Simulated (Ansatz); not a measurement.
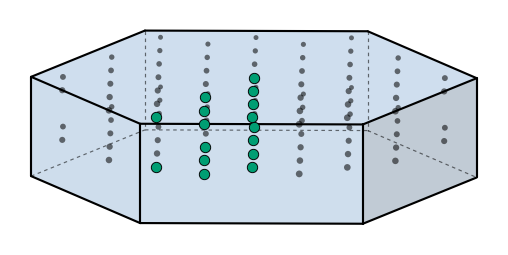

The Γ-centred 7×7×2 k-point mesh of a calculation on Rb (DFT, BLYP, plane waves (420 eV) with PAW, scalar-relativistic in Ansatz 0.2.0), folded into the first Brillouin zone of the 4-atom cell that was run; each point of the zone's surface is drawn once. One point of each star is marked in colour. Space group P6_3/mmc. The structure was generated and need not be a known form of this composition.

```xyz
4
Lattice="4.9757 0.0000 0.0000 -2.4878 4.3091 0.0000 0.0000 0.0000 16.2505" Properties=species:S:1:pos:R:3 pbc="T T T"
Rb    0.0000    0.0000    0.0000
Rb    0.0000    0.0000    8.1253
Rb    0.0000    2.8727    4.0626
Rb    2.4878    1.4364   12.1879
```

To how many irreducible points do the crystal's point group and time reversal reduce the mesh (magnetic order left aside)?

16 of 98.

List one member of each star with its weight, in the reciprocal vectors of this cell.

| k₁ | k₂ | k₃ | weight |
| --- | --- | --- | --- |
| 0 | 0 | 0 | 1 |
| 0 | 0 | 1/2 | 1 |
| 1/7 | 0 | 0 | 6 |
| 1/7 | 0 | 1/2 | 6 |
| 2/7 | −1/7 | 0 | 6 |
| 2/7 | −1/7 | 1/2 | 6 |
| 2/7 | 0 | 0 | 6 |
| 2/7 | 0 | 1/2 | 6 |
| 3/7 | −1/7 | 0 | 12 |
| 3/7 | −1/7 | 1/2 | 12 |
| 3/7 | 0 | 0 | 6 |
| 3/7 | 0 | 1/2 | 6 |
| 4/7 | −2/7 | 0 | 6 |
| 4/7 | −2/7 | 1/2 | 6 |
| 4/7 | −1/7 | 0 | 6 |
| 4/7 | −1/7 | 1/2 | 6 |

How fine is the mesh?

Spacing |bᵢ|/nᵢ = 0.208, 0.208, 0.193 1/Å (2π included).
